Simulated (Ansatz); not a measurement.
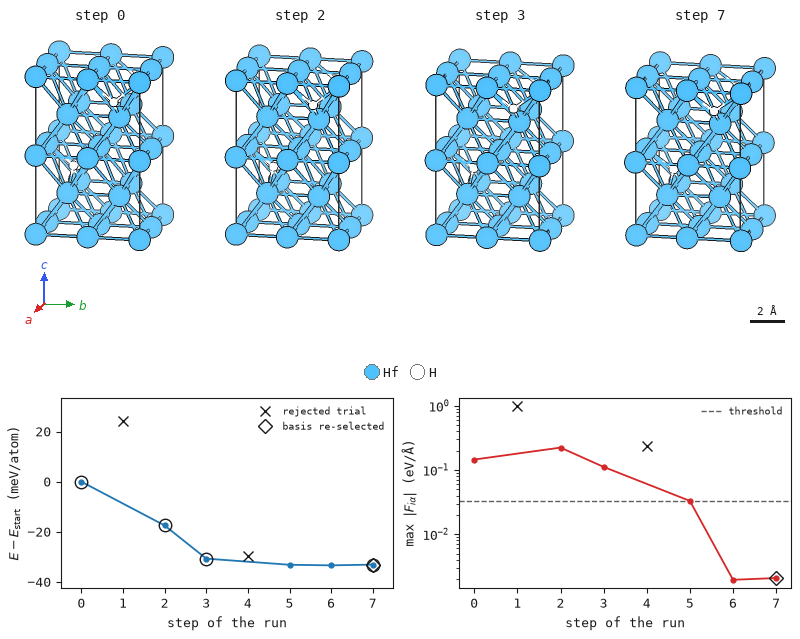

Frames of a relaxation of a crystal of Hf$_{8}$H (set up in I-4m2) (coarse preliminary run), marked on the history of the run. Style: ball-and-stick. Shown: the conventional cell (2 times the calculation's cell), slightly off an axis. Lengths and directions refer to the drawn axes.

Case: 1 H put on empty site 2 of 8 host cells, relaxed.

Level of theory: DFT PBE, scalar-relativistic, plane waves, PAW (Ansatz 0.2.0).

Input
```yaml
crystal:
  lattice:
    - [0.0, 4.4860636557, 4.4860636557]
    - [4.8406492821, 0.0, 4.4860636557]
    - [4.8406492821, 4.4860636557, 0.0]
  atoms:
    - { symbol: Hf, position: [-1.0e-10, 1.0e-10, 1.0e-10] }
    - { symbol: Hf, position: [-0.0183129166, 0.0183129166, 0.5183129166] }
    - { symbol: Hf, position: [-0.0183129166, 0.5183129166, 0.0183129166] }
    - { symbol: Hf, position: [-1.0e-10, 0.5000000001, 0.5000000001] }
    - { symbol: Hf, position: [0.4999999999, 1.0e-10, 1.0e-10] }
    - { symbol: Hf, position: [0.4816870834, 0.0183129166, 0.5183129166] }
    - { symbol: Hf, position: [0.4816870834, 0.5183129166, 0.0183129166] }
    - { symbol: Hf, position: [0.4999999999, 0.5000000001, 0.5000000001] }
    - { symbol: H, position: [0.1158435416, 0.1341564584, 0.1341564584] }
basis:
  ecutwfc: 420
kpoints:
  mp_grid: { grid: [4, 4, 4] }
hamiltonian:
  xc: pbe
scf:
  occupations: { method: gaussian, width: 0.1 }
output:
  forces: true
  stress: true
  eigenvalues: true
relax:
  adjacent_minimum: "off"
  f_tol: 0.0325
  max_steps: 70
  cell: { stress_tol: 0.24 }
```

Command:
```bash
ansatz run input.yaml --threads 2 --pin off --max-ram 5120MiB --backend cpu --events-out ev --progress --plain --runs-dir out
```

Question: What happens along the run?

Answer: The energy falls by 33.1 meV per atom in 4 accepted moves (7 points after the start). The largest force component goes from 0.15 to 0.0021 eV/Å. The pressure goes from −4.33 to −0.03 GPa. The line search rejected the trial steps at points 1, 4 of the run. At 1 point the geometry stayed and the basis and grid were re-selected for the new cell (energy shift of 0.3 meV per atom at most each time). The largest moves relative to the cell, 0.098 Å, are those of Hf4, Hf6, Hf7 and Hf8. Hf8 goes along [0 −1 −3]. H stays in place. The drawn cell changes as follows: a = b 6.344 → 6.395 Å (+0.8 %), c 9.681 → 9.059 Å (−6.4 %); the volume changes by −4.9 %. Some distances before and after: Hf4–Hf6 3.432 → 3.163 Å, Hf1–Hf6 3.432 → 3.201 Å, Hf1–Hf5 3.172 → 3.303 Å, Hf1–Hf2 3.432 → 3.309 Å. Bond angles that change, for instance: Hf1–H9–Hf5 101.4° → 109.3°, Hf1–H9–Hf2 113.7° → 109.6°. The space group stays I-4m2 (No. 119). From step 0 to 2: Hf atoms move most (0.03 Å), volume −4.4 %, energy −17.5 meV per atom. From step 2 to 3: Hf atoms move most (0.07 Å), volume −1.0 %, energy −13.2 meV per atom. From step 3 to 7: Hf atoms move most (0.03 Å), volume +0.4 %, energy −2.4 meV per atom.
